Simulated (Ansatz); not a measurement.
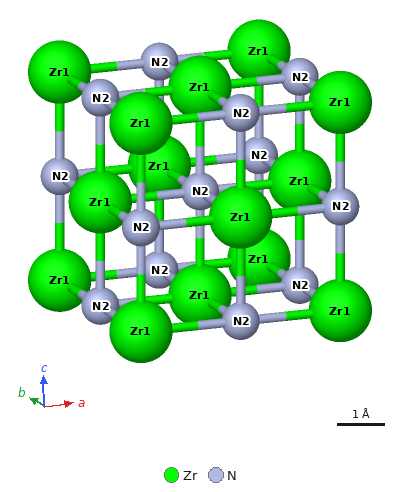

*The structure (ball-and-stick view of the cell 4 times as large as that of the calculation, set on its symmetry axes, seen slightly off an axis; atoms are numbered from 1 in the order of the input). An atom can appear more than once, as a periodic image.*

Near neighbours in the periodic cell (some may lie outside the picture): Zr has 6 N at 2.30 Å; N has 6 Zr at 2.30 Å.

ZrN: single-point calculation

The run: single-point calculation of ZrN (Fm-3m, 2 atoms in the cell). Method and program: DFT PBE, scalar-relativistic, plane waves, PAW, no spin polarisation (Ansatz 0.2.0).

The structure derives from an entry of the Crystallography Open Database. It belongs to a series of runs on one base structure; here: bulk in the cell of the (1 1 1) plane. Figures and captions count atoms from 1; the log counts them from 0 in places.

**What the program printed**
```
Warning: crystal.symmetry: narrowed to the stabiliser of the k-point mesh — unitary ops 48 → 4; excluded 44 operations that carry a point of the 12×12×13 mesh (shift [0, 0, 0]) off the mesh (the run samples exactly the mesh kpoints.mp_grid names, as under crystal.symmetry.detect: false, and its converged state has the mesh's symmetry, not the crystal's; ε∞, the Born charges and the force constants of a linear response (`dielectric:` by the response, `phonons.method: dfpt`) are averaged over those of the crystal's operations that the state keeps within a tolerance, where `mesh_tensors`, `unaveraged_element` or `gamma_mean_max_change_ev_ang2` stands beside them; a row that `dielectric.field_direction` solves alone is averaged likewise, with nothing beside; a Γ-centred mesh of equal divisions is mapped onto itself by every operation and keeps the whole group, as does a half-shifted one under kpoints.further_shifts: images)
Engine: ansatz 0.2.0, x86_64-unknown-linux-gnu
Pseudopotentials: kind: paw
Pseudopotential: Zr, paw, valence charge 12, recommended cutoff 420 eV (normal), Zr.paw.azcp
Pseudopotential: N, paw, valence charge 5, recommended cutoff 420 eV (normal), N.paw.azcp
Functional definition: PBE
  parameter kappa = 0.804
  parameter beta = 0.06672455060314922
  exchange = pbe_x(kappa = kappa, mu = beta*pi^2/3)
  correlation = pbe_c(beta = beta)
Crystal: 2 atoms, lattice volume = 24.249 Å³
Basis set: ecut = 420 eV, 459 PW (Γ), exchange–correlation on 48×48×48 points (8 copies of the dense FFT grid, shifted against one another)
Bands: 13, of which v1, the nominal top of the filled ones, is band 9 counted from 1 (8 counted from 0)
Symmetry: 4 space group operations
k-points: 511 of 1872
Non-local potential: Zr, projectors of the file, l = 0: 3, l = 1: 2, l = 2: 2, l = 3: 2
Non-local potential: N, projectors of the file, l = 0: 2, l = 1: 2, l = 2: 1
PAW form: soft (Blöchl's): semilocal exchange-correlation on the pseudo side does not see the compensation charge
PAW one-centre angular grid: Zr, 590 points (default); XC on 64 Gauss nodes
PAW one-centre angular grid: N, 110 points (default); XC on 64 Gauss nodes
Initial density: superposition of atomic densities (neutral atoms: chi_scale 0, normalization atom), corrected by the library's trained network
Initial wavefunctions: pseudopotential atomic-orbital guess
Functional: x = pbe(κ = 0.804, μ = 0.2195149727645171), c = pbe(β = 0.06672455060314922)
SCF iter   1: F=—  HF=-4571.312839 eV  |F-HF|=—  |Δ(HF+E_count)|=         —  Δρ=1.44e-3  dr2=5.42e-4  ethr=1.77e-3  ⟨swp⟩=5.0  Hψ=32211  notcnv=0
preconditioner: auto → none  [metal: Δε(μ)=0.006 eV  Ē_g=18.815 eV  σ=0.100 eV  W_gap=0.04  n_scr=8 (ndim 8)  ℏωp=29.2 eV  f_vac=0.000  D(μ)=0.64/eV (n_scr^D=0)  sad-step TF]
SCF iter   2: F=—  HF=-4571.312573 eV  |F-HF|=—  |Δ(HF+E_count)|=   2.66e-4  Δρ=8.97e-4  dr2=2.31e-4  ethr=3.19e-6  ⟨swp⟩=2.5  Hψ=14159  notcnv=0
SCF iter   3: F=—  HF=-4571.312559 eV  |F-HF|=—  |Δ(HF+E_count)|=   1.48e-5  Δρ=2.62e-4  dr2=1.43e-5  ethr=1.36e-6  ⟨swp⟩=2.2  Hψ=8369  notcnv=0
SCF iter   4: F=—  HF=-4571.312550 eV  |F-HF|=—  |Δ(HF+E_count)|=   8.90e-6  Δρ=5.98e-5  dr2=6.10e-7  ethr=8.43e-8  ⟨swp⟩=2.1  Hψ=10594  notcnv=0
iter 5 did not close the SCF: its close was put off for the readings that it lacked (scf_convergence_deferred on its scf_iter line)
SCF iter   5: F=-4571.312550 eV  HF=-4571.312550 eV  |F-HF|=3.32e-9  |Δ(HF+E_count)|=   6.35e-8  Δρ=1.06e-5  dr2=1.69e-8  ethr=3.59e-9  ⟨swp⟩=2.0  Hψ=10793  notcnv=0
SCF iter   6: F=-4571.312550 eV  HF=-4571.312550 eV  |F-HF|=9.70e-10  |Δ(HF+E_count)|=   1.22e-8  Δρ=3.13e-6  dr2=1.50e-9  ethr=9.94e-11  ⟨swp⟩=3.1  Hψ=22460  notcnv=0
SCF 1 converged in 6 iterations: F = -4571.312550 eV  dr2 = 1.50e-9
  greatest PAW one-centre occupation: 0.995 electrons in one spin orbital (limit 2), on the Zr atom at site 0 (counted from 0), in its partial waves of l = 0
```

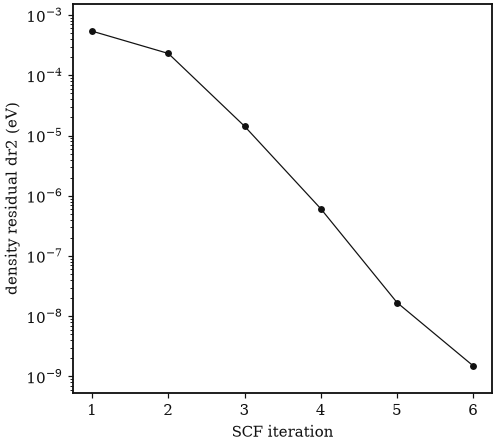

*Convergence of the self-consistent field: density residual dr2 against the SCF iteration.*

The residual falls at every step.

```
SCF converged after 6 iterations
Free energy (F): -4571.312550 eV
Harris-Foulkes:  -4571.312550 eV  (|F-HF|=9.70e-10)
Internal energy: -4571.309319 eV  (E = F + TS)
E sigma→0 (E₀):  -4571.310935 eV
Entropy (-TS):   -0.003231 eV (-1.615 meV/atom)
Fermi energy:    17.559478 eV
--- Per-component energies (eV) ---
  E_band       = -27.960471
  E_kinetic    = 467.153040
  E_local      = -626.507685  (includes V_loc(G=0)·N_el)
  E_nonlocal   = 123.141537
  E_hartree    = 188.565278
  E_xc         = -224.168537
  E_vxc        = -270.613075  (∫ρ·V_xc dr)
  E_paw        = -3080.402093  (= ΣΔE_a)
  E_vpaw       = -98.264096  (= ΣTr[D̂ρ^β])
  E_aug_tail   = 0.000118  (compensation charges beyond the density's cutoff)
  E_ewald      = -1419.090977
  E_smearing   = -0.003231  (= −TS)
  E_closure    = 0.000000  (closes the sum)
  Σ components = -4571.312550   (vs F -4571.312550, Δ=0.00e0)
--- Forces (eV/Å), atoms counted from 1 ---
  atom   1  Zr     0.00000000     0.00000000     0.00000000
  atom   2  N     -0.00000000     0.00000000     0.00000000
  max |Σ_I F_I| component: 1.58e-30 eV/Å
--- Stress (GPa, compression-positive) ---
        0.025251       0.042430      -0.255713
        0.042430      -0.023744      -0.147636
       -0.255713      -0.147636      -0.019589
  P = ⅓ Tr σ = -0.0060 GPa (-0.060 kbar)
--- Band table (eV; the first three rows and the last of 511) ---
  k-point 0: bands = ["-32.0415", "-9.6729", "-9.6716", "-9.6658", "1.3090", "14.9140", "14.9142", "14.9181", "17.1631", "17.1671", "17.1677", "19.1292", "19.1343"]
  k-point 1: bands = ["-32.0338", "-9.7435", "-9.6769", "-9.6730", "1.4276", "14.4122", "14.5729", "14.5756", "17.3372", "17.3434", "17.3457", "19.5621", "19.5670"]
  k-point 2: bands = ["-32.0122", "-9.9385", "-9.6917", "-9.6879", "1.7563", "13.3638", "13.8708", "13.8737", "17.6431", "17.7909", "17.7937", "20.6051", "20.6097"]
  k-point 510: bands = ["-31.9032", "-10.7957", "-9.7699", "-9.7670", "3.4577", "9.9774", "11.9222", "11.9284", "20.3596", "20.5775", "20.6307", "22.4712", "25.1285"]
```

This output came from the following input.

**The input**
```yaml
crystal:
  lattice:
    - [3.2489094157, 0.0, 0.0]
    - [-1.6244547079, 2.8136380886, 0.0]
    - [1.6244547079, 0.9378793629, 2.6527234297]
  atoms:
    - { symbol: Zr, position: [0.0, 0.0, 0.0] }
    - { symbol: "N", position: [0.0, 0.5, 0.5] }
basis:
  ecutwfc: 420
kpoints:
  mp_grid: { grid: [12, 12, 13] }
hamiltonian:
  xc: pbe
scf:
  occupations: { method: gaussian, width: 0.1 }
output:
  forces: true
  stress: true
  eigenvalues: true
```

Command:
```bash
ansatz run input.yaml --threads 1 --pin off --max-ram 2560MiB --backend cpu --events-out ev --progress --plain --runs-dir out
```

**Results in brief**

```tsv
quantity	value
outcome	converged
space group (tolerance 0.01 Å)	Fm-3m (225)
electrons treated	17
free energy	−4571.3125 eV
Fermi energy	17.559 eV
gap on the k-point mesh	none (metallic)
pressure	−0.01 GPa
largest force (length of the vector)	under 0.001 eV/Å
hardware	1 thread of Intel Xeon @ 2.50GHz (Skylake/Cascade Lake), 32 GiB of memory available, shared host
wall time	15 s
peak memory	0.49 GiB
```

**Notes**

The program warns: the k-point mesh lowers the symmetry that the run can use. The cell holds an odd number of electrons but the run has no spin polarisation, so a band is left half filled.
